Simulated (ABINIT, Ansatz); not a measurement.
# Converging GW for Te2Mo (P6_3/mmc) in ABINIT

Aim: raise bands and screening cutoff together for Te2Mo (P6_3/mmc) and follow gap and time.

Method: PBE and many-body steps on it, plane waves, in ABINIT 10.8.3.

### Step 1. Starting point

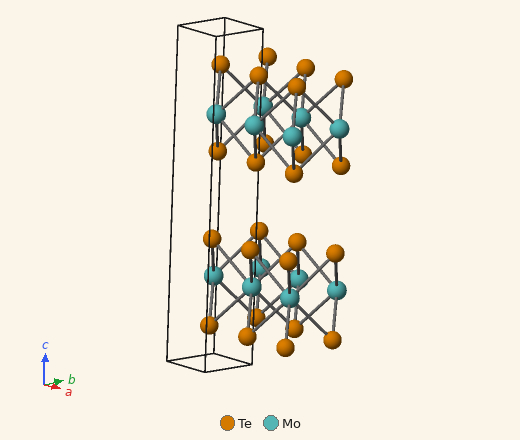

Start, viewed slightly off an axis; tellurium orange, molybdenum teal. 3×2×1 cells are drawn.

The cell and positions come from the Crystallography Open Database and are kept as given unless a step says otherwise. Spin-orbit coupling is left out unless a step names it.

### Step 2. Empty states on the mesh, 3×3×1 mesh, 824 bands

This step: ABINIT 10.8.3; DFT, PBE, plane waves, norm-conserving pseudopotentials.

The sums over transitions need many empty states on a uniform mesh; this step solves for them.

Contents of run.abi:

```
acell 3*1.0 Angstrom
rprim 
  3.518200000003 -0.000000000001 0.000000000000
  -1.759100000001 3.046850575598 0.000000000000
  0.000000000000 0.000000000000 13.973600000000
ntypat 2
znucl 52 42
natom 6
typat 1 1 1 1 2 2
xred 
  0.333333333333 0.666666666667 0.621000000000
  0.666666666667 0.333333333333 0.121000000000
  0.333333333333 0.666666666667 0.879000000000
  0.666666666667 0.333333333333 0.379000000000
  0.333333333333 0.666666666667 0.250000000000
  0.666666666667 0.333333333333 0.750000000000
pp_dirpath "pseudos"
pseudos "Te.upf, Mo.upf"
ecut 39
ngkpt 3 3 1
nshiftk 1
shiftk 0 0 0
kptopt 1
chksymbreak 0
iscf -2
irdden 1
istwfk *1
nband 824
nbdbuf 74
tolwfr 1e-09
nstep 60
prtvol 0
indata_prefix "in"
outdata_prefix "out"
tmpdata_prefix "tmp"
```

Command:

```bash
$ OMP_NUM_THREADS=1 mpirun -n 8 abinit run.abi > log
```

Numbers of over 12 decimals in the logs are rounded to 6 here.

Output:

```text
.Version 10.8.3 of ABINIT. v10.8.2 released Aug 2026.

 Symmetries : space group P6_3/m m c (#194); Bravais hP (primitive hexag.)
[... echo of the input left out ...]
== DATASET  1 ==================================================================
-   mpi_nproc: 8, omp_nthreads: 1 (-1 if OMP is not activated)
-    --> not optimal distribution: autoparal keyword recommended in input file <--

--- !DatasetInfo
iteration_state: {dtset: 1, }
dimensions: {natom: 6, nkpt: 3, mband: 824, nsppol: 1, nspinor: 1, nspden: 1, mpw: 11799, }
cutoff_energies: {ecut:  39.0, pawecutdg:  -1.0, }
[...]
6.00125    6.00705    6.01004    6.02272    6.02276    6.04299    6.05082    6.05184
   6.06265    6.07905    6.08252    6.09009    6.09744    6.09900    6.10084    6.10537
 prteigrs : prtvol=0 or 1, do not print more k-points.

== END DATASET(S) ==============================================================
================================================================================

 -outvars: echo values of variables after computation  --------
            nband         824
             nkpt           3
          spgroup         194
 [... the other variables as echoed above ...]

 Calculation completed.
```

Elapsed: 24 min, on 8 MPI ranks of Intel Xeon Platinum 8488C (Sapphire Rapids), shared host; peak memory 1.5 GiB.

This step gave:

| Quantity | Value |
| --- | --- |
| gap | 0.9744 eV |
| k of the valence top | 0, 0, 0 |
| k of the conduction bottom | 0.3333, 0.3333, 0 |
| least direct gap | 1.038 eV |
| k points computed | 3 |
| lowest point of the top converged band, above the valence top | 144.1156 eV |

On this mesh the gap is 0.974 eV.

The density comes from a self-consistent run that is not shown.

### Step 3. Screening, 3×3×1 mesh, 148 bands, screening to 76.2 eV

The RPA dielectric matrix is built and inverted for each q.

This step: RPA screening on PBE, plane waves, norm-conserving pseudopotentials.

Changes to run.abi since step 2:

```diff
@@ -24,10 +24,11 @@
 chksymbreak 0
-iscf -2
-irdden 1
 istwfk *1
-nband 824
-nbdbuf 74
-tolwfr 1e-09
-nstep 60
-prtvol 0
+occopt 1
+irdwfk 1
+optdriver 3
+nband 148
+ecuteps 2.8
+inclvkb 2
+awtr 1
+symchi 1
 indata_prefix "in"
```

Output:

```text
.Version 10.8.3 of ABINIT. v10.8.2 released Aug 2026.

 Symmetries : space group P6_3/m m c (#194); Bravais hP (primitive hexag.)
[... echo of the input left out ...]
== DATASET  1 ==================================================================
-   mpi_nproc: 8, omp_nthreads: 1 (-1 if OMP is not activated)

--- !DatasetInfo
iteration_state: {dtset: 1, }
dimensions: {natom: 6, nkpt: 3, mband: 148, nsppol: 1, nspinor: 1, nspden: 1, mpw: 11799, }
cutoff_energies: {ecut:  39.0, pawecutdg:  -1.0, }
electrons: {nelect:   1.24000000E+02, charge:   0.00000000E+00, occopt:   1.00000000E+00, tsmear:   1.00000000E-02, }

 SCREENING: Calculation of the susceptibility and dielectric matrices

 Based on a program developped by R.W. Godby, V. Olevano, G. Onida, and L. Reining.
 Incorporated in ABINIT by V. Olevano, G.-M. Rignanese, and M. Torrent.
.Using double precision arithmetic ; gwpc =  8

[... cell and pseudopotentials left out ...]
--------------------------------------------------------------------------------

 ==== K-mesh for the wavefunctions ====
 Number of points in the irreducible wedge :     3
[... list of points left out ...]
 Together with 24 symmetry operations and time-reversal symmetry
 yields     9 points in the full Brillouin Zone.

 ==== Q-mesh for the screening function ====
 Number of points in the irreducible wedge :     3
[... list of points left out ...]
 Together with 24 symmetry operations and time-reversal symmetry
 yields     9 points in the full Brillouin Zone.

 setmesh: FFT mesh size selected  =    24x   24x   96
          total number of points  =        55296

 vcoul_init : cutoff-mode = AUXILIARY_FUNCTION
 q-points for optical limit:   1
     1)      0.000010    0.000020    0.000030

- screening: taking advantage of time-reversal symmetry
- Maximum band index for partially occupied states nbvw = 62
- Remaining bands to be divided among processors   nbcw = 86
- Number of bands treated by each node ~10

 Number of electrons calculated from density =  124.0000; Expected =  124.0000
 average of density, n =  0.122672
 r_s =    1.2485
 omega_plasma =   33.7853 [eV]

 calculating chi0 at frequencies [eV] :
  1    0.000000E+00    0.000000E+00
  2    0.000000E+00    3.378533E+01

--------------------------------------------------------------------------------
  q-point number  1        q = ( 0.000000, 0.000000, 0.000000) [r.l.u.]
--------------------------------------------------------------------------------
[... chi0 elements left out ...]
 For q-point:  0.000010 0.000020 0.000030
  dielectric constant =  20.8531
  dielectric constant without local fields =  23.0872

  Average fulfillment of the sum rule on Im[epsilon] for q-point    1 :     47.18  [%]
[... wings left out ...]
  q-point number  2        q = ( 0.333333, 0.000000, 0.000000) [r.l.u.]
--------------------------------------------------------------------------------
[... chi0 elements left out ...]
  Average fulfillment of the sum rule on Im[epsilon] for q-point    2 :     43.02  [%]

 [... 1 further q-points ...]
```

Run time: 53 s. Hardware: 8 MPI ranks; peak memory 3.6 GiB; 7 min of CPU time.

This step gave:

| Item | Value |
| --- | --- |
| ε∞ with local fields, on this mesh, along the program's q direction | 20.85 |
| the same without local fields | 23.09 |
| plasma frequency | 33.79 eV |
| plane waves in the screening matrix | 229 |

Local fields lower ε∞ by 10 %. On a Γ-centred mesh this coarse the value itself is usually too large, while a short band sum pulls it down.

### Step 4. 148 bands, 76.2 eV

The self-energy is evaluated for the states that the input lists, and the levels follow from it, in one-shot runs by the linearised quasiparticle equation.

This step: G0W0 on PBE, plane waves, norm-conserving pseudopotentials.

Changes to run.abi since step 3:

```diff
@@ -27,8 +27,17 @@
 irdwfk 1
-optdriver 3
+optdriver 4
 nband 148
+gwcalctyp 0
+ecutsigx 39
+symsigma 1
+nkptgw 2
+kptgw 
+  0.0000000000 0.0000000000 0.0000000000
+  0.3333333333 0.3333333333 0.0000000000
+bdgw 
+  61 64
+  61 64
 ecuteps 2.8
-inclvkb 2
-awtr 1
-symchi 1
+irdscr 1
+ppmodel 1
 indata_prefix "in"
```

Output:

```text
.Version 10.8.3 of ABINIT. v10.8.2 released Aug 2026.

 Symmetries : space group P6_3/m m c (#194); Bravais hP (primitive hexag.)
[... echo of the input left out ...]
== DATASET  1 ==================================================================
-   mpi_nproc: 8, omp_nthreads: 1 (-1 if OMP is not activated)

--- !DatasetInfo
iteration_state: {dtset: 1, }
dimensions: {natom: 6, nkpt: 3, mband: 148, nsppol: 1, nspinor: 1, nspden: 1, mpw: 11799, }
cutoff_energies: {ecut:  39.0, pawecutdg:  -1.0, }
electrons: {nelect:   1.24000000E+02, charge:   0.00000000E+00, occopt:   1.00000000E+00, tsmear:   1.00000000E-02, }

 SIGMA: Calculation of the GW corrections

 Based on a program developped by R.W. Godby, V. Olevano, G. Onida, and L. Reining.
 Incorporated in ABINIT by V. Olevano, G.-M. Rignanese, and M. Torrent.
.Using double precision arithmetic ; gwpc =  8

[... cell and pseudopotentials left out ...]
--------------------------------------------------------------------------------

 ==== K-mesh for the wavefunctions ====
 Number of points in the irreducible wedge :     3
[... list of points left out ...]
 Together with 24 symmetry operations and time-reversal symmetry
 yields     9 points in the full Brillouin Zone.

 ==== Q-mesh for screening function ====
 Number of points in the irreducible wedge :     3
[... list of points left out ...]
 Together with 24 symmetry operations and time-reversal symmetry
 yields     9 points in the full Brillouin Zone.

 vcoul_init : cutoff-mode = AUXILIARY_FUNCTION
 q-points for optical limit:   1
     1)      0.000010    0.000020    0.000030
 setmesh: FFT mesh size selected  =    36x   36x  150
          total number of points  =       194400

 Number of electrons calculated from density =  124.0000; Expected =  124.0000
 average of density, n =  0.122672
 r_s =    1.2485
 omega_plasma =   33.7853 [eV]

 === KS Band Gaps ===
  >>>> For spin  1
   Minimum direct gap =   1.0383 [eV], located at k-point      :   0.3333  0.3333  0.0000
   Fundamental gap    =   0.9744 [eV], Top of valence bands at :   0.0000  0.0000  0.0000
                                       Bottom of conduction at :   0.3333  0.3333  0.0000
 SIGMA fundamental parameters:
 PLASMON POLE MODEL  1
 number of plane-waves for SigmaX                11799
 number of plane-waves for SigmaC and W            229
 number of plane-waves for wavefunctions         11799
 number of bands                                   148
 number of independent spin polarizations            1
 number of spinorial components                      1
 number of k-points in IBZ                           3
 number of q-points in IBZ                           3
 number of symmetry operations                      24
 number of k-points in BZ                            9
 number of q-points in BZ                            9
 number of frequencies for dSigma/dE                 9
 frequency step for dSigma/dE [eV]                0.25
 number of omega for Sigma on real axis              0
 max omega for Sigma on real axis  [eV]           0.00
 zcut for avoiding poles [eV]                     0.10

 EPSILON^-1 parameters (SCR file):
 dimension of the eps^-1 matrix on file            229
 dimension of the eps^-1 matrix used               229
 number of plane-waves for wavefunctions         11799
 number of bands                                   148
 number of q-points in IBZ                           3
 number of frequencies                               2
 number of real frequencies                          1
 number of imag frequencies                          1

 matrix elements of self-energy operator (all in [eV])

 Perturbative Calculation

--- !SelfEnergy_ee
iteration_state: {dtset: 1, }
kpoint     : [   0.000,    0.000,    0.000, ]
spin       : 1
KS_gap     :    2.904
QP_gap     :    3.160
Delta_QP_KS:    0.256
data: !SigmaeeData |
     Band     E0 <VxcDFT>   SigX SigC(E0)      Z dSigC/dE  Sig(E)    E-E0       E
       61   9.602 -13.464 -15.349   2.030   0.803  -0.245 -13.348   0.116   9.718
       62   9.928 -16.262 -16.780   1.296   0.781  -0.280 -15.654   0.607  10.535
       63  12.832 -15.025 -10.693  -3.249   0.797  -0.255 -14.162   0.864  13.696
       64  12.832 -15.025 -10.693  -3.249   0.797  -0.255 -14.162   0.864  13.696

--- !SelfEnergy_ee
iteration_state: {dtset: 1, }
kpoint     : [   0.333,    0.333,    0.000, ]
spin       : 1
KS_gap     :    1.038
QP_gap     :    1.457
Delta_QP_KS:    0.418
data: !SigmaeeData |
     Band     E0 <VxcDFT>   SigX SigC(E0)      Z dSigC/dE  Sig(E)    E-E0       E
       61   9.625 -15.512 -16.602   1.783   0.778  -0.286 -14.973   0.539  10.164
       62   9.864 -16.259 -17.224   1.779   0.777  -0.288 -15.626   0.632  10.496
       63  10.903 -17.026 -12.263  -3.404   0.773  -0.294 -15.976   1.051  11.953
       64  10.903 -17.026 -12.263  -3.404   0.773  -0.294 -15.976   1.051  11.953

== END DATASET(S) ==============================================================
================================================================================

 -outvars: echo values of variables after computation  --------
           etotal      0.0000000000E+00
            nband         148
             nkpt           3
          spgroup         194
 [... the other variables as echoed above ...]

 Calculation completed.
```

Run time: 8.1 s. Hardware: 8 MPI ranks; peak memory 2.2 GiB; 63 s of CPU time.

Numbers from this step:

| Item | Value |
| --- | --- |
| G0W0 gap on the points computed | 1.418 eV |
| starting gap on the mesh | 0.9744 eV |
| k of the valence top | 0, 0, 0 |
| k of the conduction bottom | 0.3333, 0.3333, 0 |
| Z at the valence top | 0.781 |
| Z at the conduction bottom | 0.773 |
| least direct G0W0 gap on the computed points | 1.457 eV |

The gap on the mesh goes from 0.97 eV to 1.42 eV, a correction of +0.44 eV.

### Step 5. Screening, 3×3×1 mesh, 342 bands, screening to 141.5 eV

This step: RPA screening on PBE, plane waves, norm-conserving pseudopotentials.

Changes to run.abi since step 4:

```diff
@@ -27,17 +27,8 @@
 irdwfk 1
-optdriver 4
-nband 148
-gwcalctyp 0
-ecutsigx 39
-symsigma 1
-nkptgw 2
-kptgw 
-  0.0000000000 0.0000000000 0.0000000000
-  0.3333333333 0.3333333333 0.0000000000
-bdgw 
-  61 64
-  61 64
-ecuteps 2.8
-irdscr 1
-ppmodel 1
+optdriver 3
+nband 342
+ecuteps 5.2
+inclvkb 2
+awtr 1
+symchi 1
 indata_prefix "in"
```

Output:

```text
.Version 10.8.3 of ABINIT. v10.8.2 released Aug 2026.

 Symmetries : space group P6_3/m m c (#194); Bravais hP (primitive hexag.)
[... echo of the input left out ...]
== DATASET  1 ==================================================================
-   mpi_nproc: 8, omp_nthreads: 1 (-1 if OMP is not activated)

--- !DatasetInfo
iteration_state: {dtset: 1, }
dimensions: {natom: 6, nkpt: 3, mband: 342, nsppol: 1, nspinor: 1, nspden: 1, mpw: 11799, }
cutoff_energies: {ecut:  39.0, pawecutdg:  -1.0, }
electrons: {nelect:   1.24000000E+02, charge:   0.00000000E+00, occopt:   1.00000000E+00, tsmear:   1.00000000E-02, }

 SCREENING: Calculation of the susceptibility and dielectric matrices

 Based on a program developped by R.W. Godby, V. Olevano, G. Onida, and L. Reining.
 Incorporated in ABINIT by V. Olevano, G.-M. Rignanese, and M. Torrent.
.Using double precision arithmetic ; gwpc =  8

[... cell and pseudopotentials left out ...]
--------------------------------------------------------------------------------

 ==== K-mesh for the wavefunctions ====
 Number of points in the irreducible wedge :     3
[... list of points left out ...]
 Together with 24 symmetry operations and time-reversal symmetry
 yields     9 points in the full Brillouin Zone.

 ==== Q-mesh for the screening function ====
 Number of points in the irreducible wedge :     3
[... list of points left out ...]
 Together with 24 symmetry operations and time-reversal symmetry
 yields     9 points in the full Brillouin Zone.

 setmesh: FFT mesh size selected  =    24x   24x  108
          total number of points  =        62208

 vcoul_init : cutoff-mode = AUXILIARY_FUNCTION
 q-points for optical limit:   1
     1)      0.000010    0.000020    0.000030

- screening: taking advantage of time-reversal symmetry
- Maximum band index for partially occupied states nbvw = 62
- Remaining bands to be divided among processors   nbcw = 280
- Number of bands treated by each node ~35

 Number of electrons calculated from density =  124.0000; Expected =  124.0000
 average of density, n =  0.122672
 r_s =    1.2485
 omega_plasma =   33.7853 [eV]

 calculating chi0 at frequencies [eV] :
  1    0.000000E+00    0.000000E+00
  2    0.000000E+00    3.378533E+01

--------------------------------------------------------------------------------
  q-point number  1        q = ( 0.000000, 0.000000, 0.000000) [r.l.u.]
--------------------------------------------------------------------------------
[... chi0 elements left out ...]
 For q-point:  0.000010 0.000020 0.000030
  dielectric constant =  20.4259
  dielectric constant without local fields =  23.1501

  Average fulfillment of the sum rule on Im[epsilon] for q-point    1 :     74.48  [%]
[... wings left out ...]
  q-point number  2        q = ( 0.333333, 0.000000, 0.000000) [r.l.u.]
--------------------------------------------------------------------------------
[... chi0 elements left out ...]
  Average fulfillment of the sum rule on Im[epsilon] for q-point    2 :     71.51  [%]

 [... 1 further q-points ...]
```

It took 2.7 min on 8 MPI ranks; peak memory 4.6 GiB; 22 min of CPU time.

Numbers from this step:

```yaml
eps_infinity_with_local_fields_on_this_mesh_along_the_program_s_q_direction: 20.43
the_same_without_local_fields: 23.15
plasma_frequency: 33.79 eV
plane_waves_in_the_screening_matrix: 573
```

[end of part 1 of 2]

[Paths, hosts, dates, memory and timing lines, banners, echoed tables and standing remarks are left out of the program output.]

[Logs are printed without paths, hosts, clocks, repeated set-up lines and the standing remarks that a program may print on its own settings, such as how far it seeks lower states.]

[Runs of the session that timed out or met a known fault of the program may be left out.]

[No measured gap is set beside runs whose start may be inverted or whose files or cutoffs have a known fault.]

[Hosts, paths, dates, database ids (printed as entryN), source tags and the programs' standing remarks are cut or masked in the printed files.]

[G0W0 gaps are taken among the corrected bands and points alone; a level outside them can change the order at an edge.]

[Where Ansatz stands beside ABINIT at settings called matched, ABINIT's density can come from a denser mesh and the files from another edition; pairs whose starting gaps differed by over 0.03 eV were left out, so agreement reads better than it is.]
